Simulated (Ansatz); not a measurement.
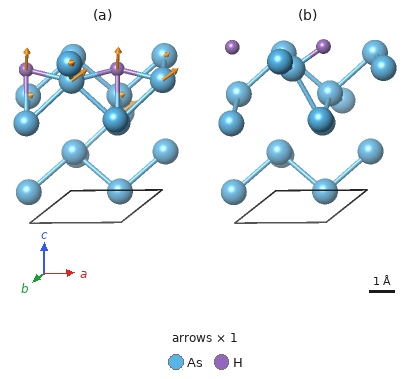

The structure of a slab of composition As$_{6}$H (cut from the Cmce phase) before (left) and after (right) a constrained relaxation, at one scale. The orange arrows give the displacements, at their true length.

The picture is a ball-and-stick view of the cell of the calculation, outlined in the plane, without the vacuum, seen from a free direction.

Case: H put at a hollow As-As-As site. The slab is the (0 0 1) face of As with H on it. 3 atoms are held fixed.

Theory: DFT PBEsol, scalar-relativistic, plane waves, PAW (Ansatz 0.2.0).

The input:
```yaml
crystal:
  lattice:
    - [3.7266140447, 0.0, 0.0]
    - [-1.8633070224, 5.4340663661, 0.0]
    - [0.0, 0.0, 24.9654381428]
  atoms:
    - { symbol: As, position: [0.888111785, 0.7762235701, 0.340470692] }
    - { symbol: As, position: [0.388111785, 0.7762235701, 0.4072515576] }
    - { symbol: As, position: [0.611888215, 0.2237764299, 0.4265541917] }
    - { symbol: As, position: [0.0750816216, 0.1504313107, 0.4937033196] }
    - { symbol: As, position: [0.8284917252, 0.6580802815, 0.4958304324] }
    - { symbol: As, position: [0.2597703393, 0.5205711795, 0.5543545493] }
    - { symbol: H, position: [0.5931036726, 0.1872378462, 0.5151002813] }
basis:
  ecutwfc: 420
kpoints:
  mp_grid: { grid: [8, 6, 1] }
hamiltonian:
  xc: pbesol
scf:
  occupations: { method: gaussian, width: 0.1 }
output:
  forces: true
  eigenvalues: true
  write_density: true
  write_potential: true
  elf: true
  volumetric_format: npy
relax:
  adjacent_minimum: "off"
  f_tol: 0.03
  max_steps: 70
  constraints: [{ sites: [0, 1, 2] }]
efield:
  axis: 3
  dipole_correction: true
  ramp_width: 0.04
```

Launched with:
```bash
ansatz run input.yaml --threads 1 --pin off --max-ram 3072MiB --backend cpu --events-out ev --progress --plain --runs-dir out
```

Summarise the run.

Answer. After 12 accepted moves (13 points after the start) the energy has fallen by 0.751 eV per cell of the calculation. The largest force component goes from 0.86 to 0.011 eV/Å. The line search rejected the trial step at point 11 of the run. The largest move is that of H7, 1.08 Å at 46° to the normal (+c side). Largest moves by element: H 1.08 Å, As 0.84 Å. The cell doesn't change. Near-neighbour distances that change, for instance: As3–H7 2.219 → 3.118 Å, As3–As4 2.538 → 3.355 Å, As4–H7 1.950 → 2.612 Å, As4–H7 (another image) 1.947 → 1.563 Å. Bond angles that change, for instance: As4–As5–As6 108.2° → 92.1°, As3–As5–As6 96.0° → 106.4°, As5–As4–As6 141.9° → 152.0°. Cost: 14 min on 1 thread of AMD EPYC 7R43 64-Core Processor (Zen 3), with other jobs on the host, peak memory 0.96 GiB.

Limits of the set-up: the periodic images lie only 3.7 Å apart, so the values are limited by the cell's size.
